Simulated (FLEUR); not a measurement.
```
Ta As
1.0
     3.44363    0.00000    0.00000
     0.00000    3.44363    0.00000
     0.00000    0.00000   11.73588
Ta As
4 4
Direct
  0.00000 0.00000 0.24997
  0.50000 0.50000 0.74997
  0.50000 0.00000 0.99997
  0.00000 0.50000 0.49997
  0.00000 0.00000 0.83263
  0.50000 0.50000 0.33263
  0.00000 0.50000 0.08263
  0.50000 0.00000 0.58263
```

Space group I4₁md; a structure from a database of computed crystals, not necessarily the ambient phase.

Computed with Kohn-Sham DFT of a periodic cell, PBEsol, all-electron in FLEUR.

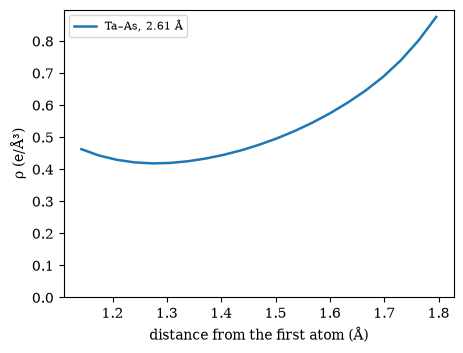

TaAs. Electron density along straight lines between neighbouring atoms. The curves leave out the atomic cores.

The calculation treats all electrons.

**What can be read from the curves?**

Ta–As (2.61 Å): the density is about 0.42 e/Å³ at the midpoint.
